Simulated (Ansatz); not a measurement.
The calculation's input:

```
crystal:
  lattice:
    - [4.982, 0.0, 0.0]
    - [0.0, 4.982, 0.0]
    - [0.0, 0.0, 6.963]
  atoms:
    - { symbol: Si, position: [0.79897, 0.20103, 0.75] }
    - { symbol: Si, position: [0.70103, 0.70103, 0.5] }
    - { symbol: Si, position: [0.20103, 0.79897, 0.25] }
    - { symbol: Si, position: [0.29897, 0.29897, 0.0] }
    - { symbol: O, position: [0.10347, 0.23989, 0.82187] }
    - { symbol: O, position: [0.26011, 0.60347, 0.07187] }
    - { symbol: O, position: [0.89653, 0.76011, 0.32187] }
    - { symbol: O, position: [0.73989, 0.39653, 0.57187] }
    - { symbol: O, position: [0.60347, 0.26011, 0.92813] }
    - { symbol: O, position: [0.76011, 0.89653, 0.67813] }
    - { symbol: O, position: [0.39653, 0.73989, 0.42813] }
    - { symbol: O, position: [0.23989, 0.10347, 0.17813] }
hamiltonian:
  xc: pbesol
  pseudopotentials: { kind: paw }
kpoints:
  mp_grid: { grid: [6, 6, 4] }
scf:
  occupations: { method: fermi_dirac, width: 0.05 }
output:
  forces: true
  stress: true
  eigenvalues: true
  write_density: true
  write_potential: true
  elf: true
  volumetric_format: npy
relax:
  f_tol: 0.01
  max_steps: 40
  cell: { stress_tol: 0.05 }
```

Command:

```sh
ansatz run input.yaml --threads 4 --pin off --max-ram 11264MiB --backend cpu --events-out ev --progress --plain --runs-dir out
```

Below, planes, directions and counts refer to the conventional cell (a = 5.03 Å, b = 5.03 Å, c = 7.01 Å, α = 90.00°, β = 90.00°, γ = 90.00°).

The fields are those of the run's last geometry, not of the input's.

Space group P4₁2₁2.

All numbers below come from Kohn-Sham DFT of a periodic cell, PBEsol, Ansatz PAW (Ansatz 0.2.0).

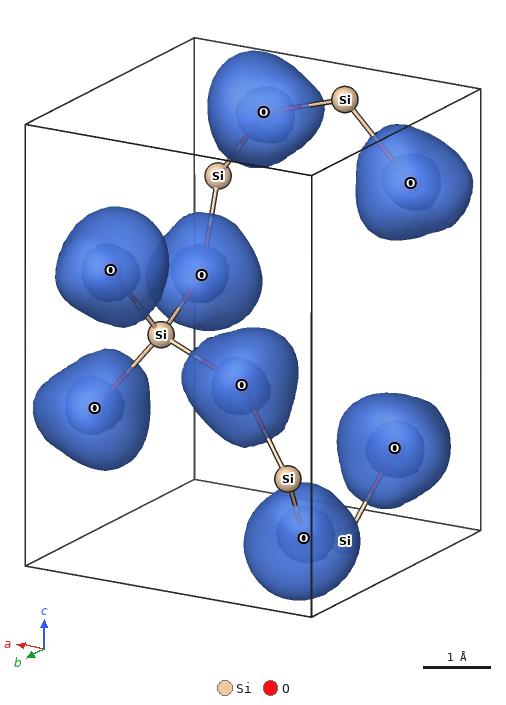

SiO$_{2}$. Isosurface of the electron localisation function at 0.75 (blue), seen at an oblique angle. Only the valence region is drawn (cores and ρ < 0.01 e/Å³ removed). Sticks mark near contacts.

In a PAW calculation such maps are meaningful between the atoms, not at the nuclei.

> What do the ELF domains correspond to?

The surface consists of eight regions on O in which the atom's valence shell and bonds are merged, counted in one cell of 12 atoms. Regions shared between cells count once. Profiles from the grid: Si–O (1.62 Å): the ELF peaks at about 0.85 between the atoms (a polar covalent bond).
